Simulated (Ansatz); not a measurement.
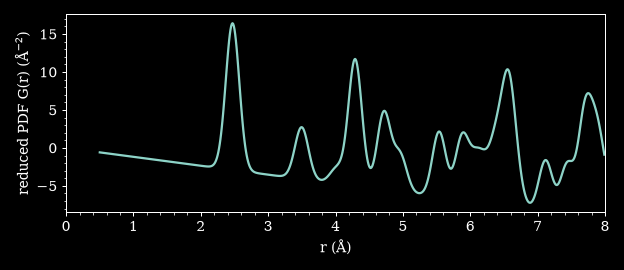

Simulated X-ray pair distribution function, G(r) = R(r)/r − 4πρ₀r, summed over the atomic distances of the structure with each pair weighted by the product of the atomic numbers (X-ray weights at Q = 0); every distance is a Gaussian of σ = 0.10 Å.

Candidate structures:

A. 
```cif
data_structure
_symmetry_space_group_name_H-M 'P 1'
_symmetry_Int_Tables_number 1
_cell_length_a 2.5544
_cell_length_b 2.5544
_cell_length_c 2.5544
_cell_angle_alpha 90.000
_cell_angle_beta 90.000
_cell_angle_gamma 90.000
_cell_volume 16.67
loop_
_atom_site_label
_atom_site_type_symbol
_atom_site_fract_x
_atom_site_fract_y
_atom_site_fract_z
_atom_site_occupancy
Mn1 Mn 0.00000 0.00000 0.00000 1
```

B. 
```yaml
crystal:
  lattice:
    - [3.90619, 0.00000, 0.00000]
    - [-1.95310, 3.38286, 0.00000]
    - [0.00000, 0.00000, 2.44998]
  atoms:
    - { symbol: Mn, position: [0.00000, 0.00000, 0.00000] }
    - { symbol: Mn, position: [0.33333, 0.66667, 0.50000] }
    - { symbol: Mn, position: [0.66667, 0.33333, 0.50000] }
```

C. 
```cif
data_structure
_symmetry_space_group_name_H-M 'P6_3/mmc'
_symmetry_Int_Tables_number 194
_cell_length_a 2.4812
_cell_length_b 2.4812
_cell_length_c 4.0155
_cell_angle_alpha 90.000
_cell_angle_beta 90.000
_cell_angle_gamma 120.000
_cell_volume 21.41
loop_
_atom_site_label
_atom_site_type_symbol
_atom_site_symmetry_multiplicity
_atom_site_Wyckoff_symbol
_atom_site_fract_x
_atom_site_fract_y
_atom_site_fract_z
_atom_site_occupancy
Mn1 Mn 2 c 0.33333 0.66667 0.25000 1
```

D. 
```yaml
crystal:
  lattice:
    - [4.37884, 0.00000, 0.00000]
    - [0.00000, 4.37884, 0.00000]
    - [0.00000, 0.00000, 4.37884]
  atoms:
    - { symbol: Mn, position: [0.00000, 0.00000, 0.00000] }
    - { symbol: Mn, position: [0.50000, 0.50000, 0.50000] }
    - { symbol: Mn, position: [0.25000, 0.00000, 0.50000] }
    - { symbol: Mn, position: [0.75000, 0.00000, 0.50000] }
    - { symbol: Mn, position: [0.50000, 0.25000, 0.00000] }
    - { symbol: Mn, position: [0.50000, 0.75000, 0.00000] }
    - { symbol: Mn, position: [0.00000, 0.50000, 0.25000] }
    - { symbol: Mn, position: [0.00000, 0.50000, 0.75000] }
```

Origins: A, the end point of a relaxation with DFT, r2SCAN, plane waves (500 eV) with PAW, scalar-relativistic in Ansatz 0.2.0; the starting structure was generated, so it need not be a known form of this composition; B, the end point of a relaxation with DFT, PBE, plane waves (420 eV) with PAW, scalar-relativistic in Ansatz; the starting structure was generated, so it need not be a known form of this composition; C, the geometry relaxed with DFT, PBE, plane waves (420 eV) with PAW, scalar-relativistic in Ansatz; the starting structure was generated, so it need not be a known form of this composition; D, the input geometry of an electronic-structure calculation (not necessarily at equilibrium); the starting structure was generated, so it need not be a known form of this composition.

Question: Which candidate gives this PDF?

Answer: Candidate C, Mn, P6_3/mmc (first clear peaks at 2.47 Å (Mn–Mn) and 3.50 Å (Mn–Mn)). The others: A would give first clear peaks at 2.55 Å (Mn–Mn) and 3.61 Å (Mn–Mn); D would give first clear peaks at 2.47 Å (Mn–Mn) and 2.64 Å (Mn–Mn); B would give first clear peaks at 2.55 Å (Mn–Mn) and 3.33 Å (Mn–Mn).
